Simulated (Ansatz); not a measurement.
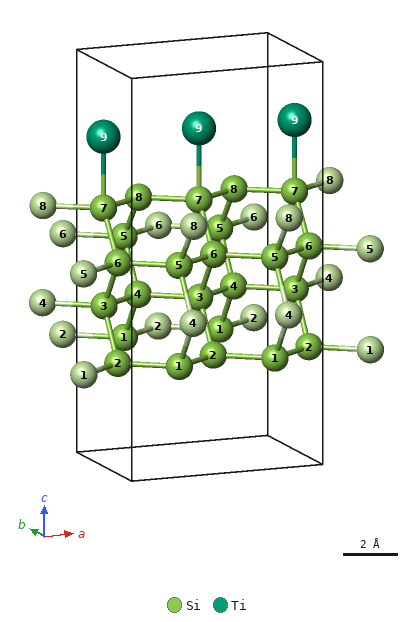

**Figure 1.** The input geometry (ball-and-stick view of the 2 × 1 repeat of the cell, with the vacuum cut short, seen slightly off an axis; neighbours outside the cell are drawn fainter; atoms are numbered from 1 in the order of the input). An atom can appear more than once, as a periodic image. Near neighbours in the periodic cell (some may lie outside the picture): Si has 3 Si at 2.29 to 2.35 Å; Si has 4 Si at 2.30 to 2.37 Å; Si has 3 Si at 2.29 to 2.30 Å and 1 Ti at 2.72 Å; Ti has 1 Si at 2.72 Å.

# Geometry relaxation, with input and output: TiSi₈ (part 1 of 4)

System: TiSi₈ (slab, 9 atoms in the cell).
Method: DFT PBEsol, scalar-relativistic, plane waves, PAW (Ansatz 0.2.0).

The structure derives from an entry of the Crystallography Open Database. The run did not end well. The input holds or restrains some coordinates. Forces given for the steps count only the free coordinates. It belongs to a series of runs on one base structure; here: Ti put at a top Si site. Figures and captions count atoms from 1; the log counts them from 0 in places.

## The input
```yaml
crystal:
  lattice:
    - [3.8417168286, 0.0, 0.0]
    - [0.0, 5.4330080418, 0.0]
    - [0.0, 0.0, 24.7625752429]
  atoms:
    - { symbol: Si, position: [0.5, 0.0, 0.3432599363] }
    - { symbol: Si, position: [0.0, 0.25, 0.3432599363] }
    - { symbol: Si, position: [0.0, 0.5, 0.4208309642] }
    - { symbol: Si, position: [0.5, 0.75, 0.4208309642] }
    - { symbol: Si, position: [0.5, 0.0046465373, 0.4984925577] }
    - { symbol: Si, position: [0.0, 0.2453534627, 0.4984925577] }
    - { symbol: Si, position: [0.0, 0.5106580662, 0.5707854222] }
    - { symbol: Si, position: [0.5, 0.7393419338, 0.5707854222] }
    - { symbol: Ti, position: [0.0, 0.5106580662, 0.6806286018], spin: 2.0 }
basis:
  ecutwfc: 420
kpoints:
  mp_grid: { grid: [8, 6, 1] }
hamiltonian:
  xc: pbesol
scf:
  occupations: { method: gaussian, width: 0.05 }
output:
  forces: true
  eigenvalues: true
  populations: true
magnetization:
  spin_polarized: true
relax:
  adjacent_minimum: "off"
  f_tol: 0.03
  max_steps: 70
  constraints: [{ sites: [0, 1, 2, 3] }]
efield:
  axis: 3
  dipole_correction: true
  ramp_width: 0.04
```

Machine: 2 threads of Intel Xeon (Sapphire Rapids), 192 GiB of memory available, shared host.

Run as:
```bash
ansatz run input.yaml --threads 2 --pin off --max-ram 5120MiB --backend cpu --events-out ev --progress --plain --runs-dir out
```

## The program's output
```
Engine: ansatz 0.2.0, x86_64-unknown-linux-gnu
Pseudopotentials: kind: paw
Pseudopotential: Si, paw, valence charge 4, recommended cutoff 420 eV (normal), Si.paw.azcp
Pseudopotential: Ti, paw, valence charge 12, recommended cutoff 420 eV (normal), Ti.paw.azcp
Functional definition: PBEsol
  exchange = pbesol_x
  correlation = pbesol_c
Crystal: 9 atoms, lattice volume = 516.846 Å³
Basis set: ecut = 420 eV, 10101 PW (Γ), exchange–correlation on 54×80×360 points (8 copies of the dense FFT grid, shifted against one another)
Bands: 32, of which v1, the nominal top of the filled ones, is band 22 counted from 1 (21 counted from 0)
Symmetry: 2 space group operations
k-points: 20 of 48 (time reversal used)
Non-local potential: Si, projectors of the file, l = 0: 2, l = 1: 2, l = 2: 2
Non-local potential: Ti, projectors of the file, l = 0: 3, l = 1: 2, l = 2: 3, l = 3: 1
PAW form: soft (Blöchl's): semilocal exchange-correlation on the pseudo side does not see the compensation charge
PAW frozen core: Si, regenerated for the run's functional, and the local potential with it (the file was generated under x = pbe(κ = 0.804, μ = 0.2195149727645171), c = pbe(β = 0.06672455060314922))
PAW frozen core: Ti, regenerated for the run's functional, and the local potential with it (the file was generated under x = pbe(κ = 0.804, μ = 0.2195149727645171), c = pbe(β = 0.06672455060314922))
PAW one-centre angular grid: Si, 110 points (default); XC on 64 Gauss nodes
PAW one-centre angular grid: Ti, 590 points (default); XC on 64 Gauss nodes
Initial density: superposition of atomic densities (neutral atoms: chi_scale 0, normalization atom)
Starting moments: Σ|m| = 2 μB on 1 of 9 sites
Initial wavefunctions: pseudopotential atomic-orbital guess
Functional: x = pbesol(κ = 0.804, μ = 0.12345679012345678), c = pbesol(β = 0.046)
SCF iter   1: F=—  HF=-7440.764653 eV  |F-HF|=—  |Δ(HF+E_count)|=         —  Δρ=1.80e-2 (↑1.80e-2 ↓1.36e-2)  dr2=3.36e1  dr2_m=1.72e-1  M=1.465 μB ∫|m|=1.825 μB  β_m=1.00  ethr=3.10e-3  p=0.000 e·Å  D=3.18e-7 V/Å  ΔV_dip=-0.00 eV  dr2_dipole=1.27e1  V_vac-E_F(+/−)=6.09/6.09 eV  ⟨swp⟩=10.3  Hψ=8282  notcnv=0
Mixer restart at iter 1: flushing history
efield: sawtooth ramp at fractional position 0.9919 (placed from the atoms, in the widest stretch of the axis that holds none; the zero of the levels goes with the place), width 0.0400; the density the first Hamiltonian is built on has a dipole p = 0.000 e·Å; the dipole correction subtracts the counter field D = 3.18e-7 V/Å, which shifts the + side's vacuum level by -0.00 eV against the − side's; the planar-averaged density in the ramp window peaks in size at 9.7e-7 e/Å³
preconditioner: auto → LDOS  [metal: Δε(μ)=0.022 eV  Ē_g=6.547 eV  σ=0.050 eV  W_gap=0.23  n_scr=50 (ndim 8)  ℏωp=9.8 eV  f_vac=0.490  D(μ)=9.98/eV (n_scr^D=50)]
spin=Collinear: LDOS preconditioning applied to the charge; magnetization (m = ρ↑ − ρ↓) channel mixes plain (no charge-response kernel on spin).
SCF iter   2: F=—  HF=-7439.151600 eV  |F-HF|=—  |Δ(HF+E_count)|=    1.61e0  Δρ=1.10e-2 (↑1.04e-2 ↓1.10e-2)  dr2=1.79e1  dr2_m=1.11e-2  M=1.590 μB ∫|m|=2.050 μB  β_m=0.53  ethr=3.10e-3  p=0.094 e·Å  D=3.29e-2 V/Å  ΔV_dip=-0.81 eV  dr2_dipole=7.01e0  V_vac-E_F(+/−)=4.97/5.79 eV  ⟨swp⟩=3.5  Hψ=2309  notcnv=0  defer=106
density mixer auto → msr1: a metal under ldos (density of states about μ 1.24 of a free-electron gas's, 50 screened modes)
SCF iter   3: F=—  HF=-7438.002251 eV  |F-HF|=—  |Δ(HF+E_count)|=    1.15e0  Δρ=8.98e-3 (↑8.98e-3 ↓7.65e-3)  dr2=5.92e0  dr2_m=2.70e-1  M=1.952 μB ∫|m|=2.591 μB  β_m=0.63  ethr=3.10e-3  p=0.324 e·Å  D=1.13e-1 V/Å  ΔV_dip=-2.81 eV  dr2_dipole=4.37e0  V_vac-E_F(+/−)=2.45/5.26 eV  ⟨swp⟩=5.6  Hψ=3664  notcnv=0  defer=128
SCF iter   4: F=—  HF=-7437.996871 eV  |F-HF|=—  |Δ(HF+E_count)|=   5.38e-3  Δρ=5.39e-3 (↑5.39e-3 ↓3.85e-3)  dr2=3.04e-1  dr2_m=9.32e-2  M=2.042 μB ∫|m|=2.728 μB  β_m=0.77  ethr=3.10e-3  p=0.220 e·Å  D=7.72e-2 V/Å  ΔV_dip=-1.91 eV  dr2_dipole=1.92e-1  V_vac-E_F(+/−)=3.26/5.17 eV  ⟨swp⟩=3.2  Hψ=1970  notcnv=0  defer=130
SCF iter   5: F=—  HF=-7438.097388 eV  |F-HF|=—  |Δ(HF+E_count)|=   1.01e-1  Δρ=1.88e-3 (↑1.88e-3 ↓1.65e-3)  dr2=6.04e-2  dr2_m=1.11e-2  M=2.024 μB ∫|m|=2.976 μB  β_m=0.83  ethr=6.91e-4  p=0.182 e·Å  D=6.39e-2 V/Å  ΔV_dip=-1.58 eV  dr2_dipole=8.73e-3  V_vac-E_F(+/−)=3.50/5.08 eV  ⟨swp⟩=2.6  Hψ=1739  notcnv=0  defer=127
SCF iter   6: F=—  HF=-7438.128761 eV  |F-HF|=—  |Δ(HF+E_count)|=         —  Δρ=1.50e-3 (↑1.50e-3 ↓8.59e-4)  dr2=1.86e-2  dr2_m=5.30e-3  M=1.982 μB ∫|m|=3.309 μB  β_m=0.83  ethr=1.37e-4  p=0.173 e·Å  D=6.07e-2 V/Å  ΔV_dip=-1.50 eV  dr2_dipole=1.90e-3  V_vac-E_F(+/−)=3.45/4.96 eV  ⟨swp⟩=2.6  Hψ=2401  notcnv=0  defer=127
SCF iter   7: F=—  HF=-7438.138000 eV  |F-HF|=—  |Δ(HF+E_count)|=   9.24e-3  Δρ=9.21e-4 (↑9.21e-4 ↓4.56e-4)  dr2=6.55e-3  dr2_m=1.84e-3  M=1.971 μB ∫|m|=3.438 μB  β_m=0.91  ethr=4.24e-5  p=0.172 e·Å  D=6.02e-2 V/Å  ΔV_dip=-1.49 eV  dr2_dipole=9.27e-4  V_vac-E_F(+/−)=3.40/4.89 eV  ⟨swp⟩=2.7  Hψ=2514  notcnv=0  defer=127
SCF iter   8: F=—  HF=-7438.142638 eV  |F-HF|=—  |Δ(HF+E_count)|=   4.64e-3  Δρ=6.56e-4 (↑6.56e-4 ↓4.08e-4)  dr2=1.04e-3  dr2_m=1.08e-3  M=2.023 μB ∫|m|=3.537 μB  β_m=0.96  ethr=1.49e-5  p=0.171 e·Å  D=5.99e-2 V/Å  ΔV_dip=-1.48 eV  dr2_dipole=9.28e-8  V_vac-E_F(+/−)=3.38/4.86 eV  ⟨swp⟩=2.5  Hψ=2231  notcnv=0  defer=124
SCF iter   9: F=—  HF=-7438.146245 eV  |F-HF|=—  |Δ(HF+E_count)|=   3.61e-3  Δρ=4.97e-4 (↑4.97e-4 ↓2.71e-4)  dr2=7.91e-4  dr2_m=5.58e-4  M=2.069 μB ∫|m|=3.628 μB  β_m=0.56  ethr=2.36e-6  p=0.171 e·Å  D=5.97e-2 V/Å  ΔV_dip=-1.48 eV  dr2_dipole=1.31e-4  V_vac-E_F(+/−)=3.36/4.84 eV  ⟨swp⟩=3.1  Hψ=2497  notcnv=0  defer=125
SCF iter  10: F=—  HF=-7438.148341 eV  |F-HF|=—  |Δ(HF+E_count)|=   2.10e-3  Δρ=3.65e-4 (↑3.65e-4 ↓1.32e-4)  dr2=1.09e-3  dr2_m=2.30e-4  M=2.103 μB ∫|m|=3.703 μB  β_m=0.99  ethr=1.80e-6  p=0.171 e·Å  D=6.00e-2 V/Å  ΔV_dip=-1.48 eV  dr2_dipole=7.00e-4  V_vac-E_F(+/−)=3.35/4.84 eV  ⟨swp⟩=2.7  Hψ=2272  notcnv=0  defer=126
SCF iter  11: F=—  HF=-7438.149292 eV  |F-HF|=—  |Δ(HF+E_count)|=   9.51e-4  Δρ=1.94e-4 (↑1.94e-4 ↓1.09e-4)  dr2=3.82e-4  dr2_m=7.61e-5  M=2.145 μB ∫|m|=3.792 μB  β_m=0.99  ethr=1.80e-6  p=0.175 e·Å  D=6.14e-2 V/Å  ΔV_dip=-1.52 eV  dr2_dipole=1.13e-4  V_vac-E_F(+/−)=3.33/4.86 eV  ⟨swp⟩=3.2  Hψ=2579  notcnv=0  defer=129
SCF iter  12: F=—  HF=-7438.149473 eV  |F-HF|=—  |Δ(HF+E_count)|=   1.81e-4  Δρ=1.26e-4 (↑1.26e-4 ↓6.28e-5)  dr2=1.37e-4  dr2_m=2.73e-5  M=2.141 μB ∫|m|=3.780 μB  β_m=1.00  ethr=8.68e-7  p=0.178 e·Å  D=6.23e-2 V/Å  ΔV_dip=-1.54 eV  dr2_dipole=9.81e-7  V_vac-E_F(+/−)=3.32/4.87 eV  ⟨swp⟩=2.1  Hψ=2019  notcnv=0  defer=129
SCF iter  13: F=—  HF=-7438.149525 eV  |F-HF|=—  |Δ(HF+E_count)|=   5.28e-5  Δρ=8.02e-5 (↑8.02e-5 ↓5.21e-5)  dr2=3.90e-5  dr2_m=1.47e-5  M=2.148 μB ∫|m|=3.793 μB  β_m=1.00  ethr=3.11e-7  p=0.179 e·Å  D=6.26e-2 V/Å  ΔV_dip=-1.55 eV  dr2_dipole=4.37e-6  V_vac-E_F(+/−)=3.31/4.86 eV  ⟨swp⟩=2.0  Hψ=2152  notcnv=0  defer=129
SCF iter  14: F=—  HF=-7438.149575 eV  |F-HF|=—  |Δ(HF+E_count)|=   5.00e-5  Δρ=4.05e-5 (↑4.05e-5 ↓2.01e-5)  dr2=1.83e-5  dr2_m=2.88e-6  M=2.145 μB ∫|m|=3.785 μB  β_m=0.99  ethr=8.86e-8  p=0.180 e·Å  D=6.29e-2 V/Å  ΔV_dip=-1.56 eV  dr2_dipole=4.84e-6  V_vac-E_F(+/−)=3.31/4.86 eV  ⟨swp⟩=2.4  Hψ=2198  notcnv=0  defer=129
SCF iter  15: F=-7438.149580 eV  HF=-7438.149583 eV  |F-HF|=2.55e-6  |Δ(HF+E_count)|=   7.25e-6  Δρ=1.70e-5 (↑1.70e-5 ↓8.27e-6)  dr2=3.20e-6  dr2_m=4.80e-7  M=2.145 μB ∫|m|=3.782 μB  ethr=4.15e-8  p=0.180 e·Å  D=6.29e-2 V/Å  ΔV_dip=-1.56 eV  dr2_dipole=1.35e-6  V_vac-E_F(+/−)=3.31/4.86 eV  ⟨swp⟩=16.6  Hψ=8828  notcnv=0
SCF 1 converged in 15 iterations: F = -7438.149580 eV  dr2 = 3.20e-6
  greatest PAW one-centre occupation: 0.999 electrons in one spin orbital (limit 2), on the Ti atom at site 8 (counted from 0), in its partial waves of l = 0
relax step   1: F+E_penalty+E_count = -7438.14958015 eV  Δ(F+E_penalty+E_count) = +0.000e0 eV  max|allowed force component| = 1.479e0 eV/Å  Δτ_max = 0.0000 Å  (15 SCF iters, dr2 threshold 2.25e-5 eV, accepted)
Initial density: handed on by an earlier stage of this run
Starting moments: Σ|m| = 2 μB on 1 of 9 sites; this step starts from the density that it was given
Initial wavefunctions: those handed on with the density
iter 1 solved again at ethr=4.04e-4 eV; its pass at ethr=3.10e-3 eV (dr2=1.78e-1 eV) is discarded
```
